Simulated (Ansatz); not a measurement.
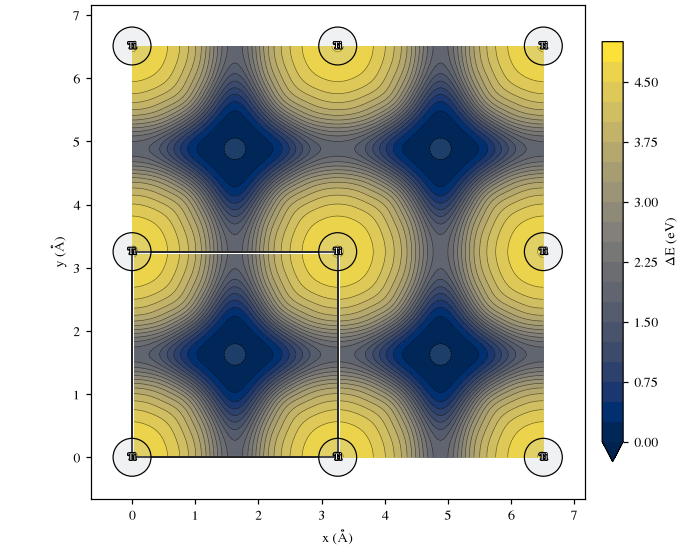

C on a Ti(100) slab cut from the Im-3m phase, its upper half relaxed before the scan (16 atoms of substrate and one adsorbate in a 2 × 2 cell). 
- C is moved over the surface cell; relaxed at each place: the height of the adsorbate's atoms; substrate rigid; the origin of the map has the adsorbate above Ti13.
- Places are given modulo a cell vector. The map is drawn in real space over the plane of the surface.
- The scan uses a 6 × 6 grid; 10 points were computed and 26 follow by symmetry.
- Places are given in fractions of the 1 × 1 surface cell.
- Energies are in eV, from the lowest grid point.
- Theory: DFT PBE, scalar-relativistic, plane waves, PAW in Ansatz 0.2.0. Settings: cutoff 420 eV, k-mesh 4×4×1, gaussian smearing 0.1 eV, no spin polarisation.

The picture shows filled contours, labelled circles for the atoms of the top layer and small ones for the second layer, the outline of one cell of the 2 × 2 shown. Between grid points the surface is interpolated.

The lowest grid point is at a fourfold hollow over a second-layer Ti atom, (3/6, 3/6) of the cell vectors. It is the only kind of minimum in the scanned range. The highest grid point, the top site over a surface Ti atom, (0/6, 0/6) of the cell vectors, lies 4.76 eV above the lowest. On the interpolated surface the easiest way out of the lowest well to its copy in the next cell or period passes a barrier of about 1.9 eV. At the lowest point the adsorbate has 1 Ti at 1.96 Å as nearest neighbours, at the highest 1 Ti at 1.82 Å. Its relaxed height above the top atom is 0.45 Å at the lowest and 1.82 Å at the highest point.

The system is changed to C on a W(100) slab cut from the Im-3m phase, its upper half relaxed before the scan (16 atoms of substrate and one adsorbate in a 2 × 2 cell); the new grid has 8 × 8 points.

### What will the new map look like?

The lowest place stays at a fourfold hollow over a second-layer W atom, (4/8, 4/8) of the cell vectors. The span from the lowest to the highest grid point shrinks from 4.76 to 3.87 eV. The easiest pass out of the lowest well goes from about 1.9 to about 1.7 eV on the interpolated surfaces. In the new map: at the lowest point the adsorbate has 1 W at 2.09 Å as nearest neighbours, at the highest 1 W at 1.83 Å. Its relaxed height above the top atom is 0.70 Å at the lowest and 1.83 Å at the highest point.

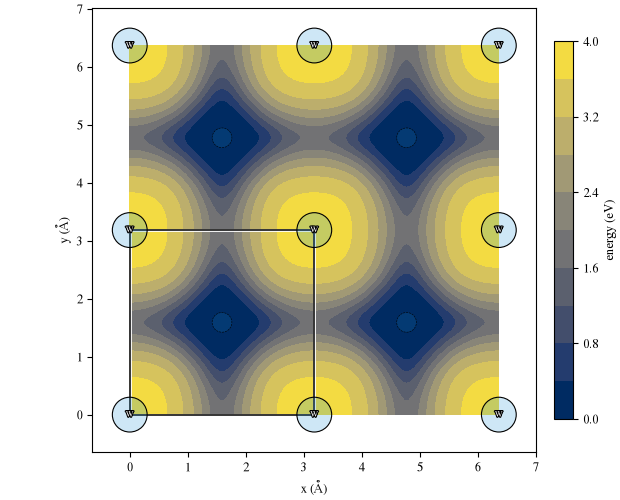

The map after the change, on a colour scale of its own. The picture shows filled contours, labelled circles for the atoms of the top layer and small ones for the second layer, the outline of one cell of the 2 × 2 shown. Between grid points the surface is interpolated.

PAW datasets: the set soft_1.
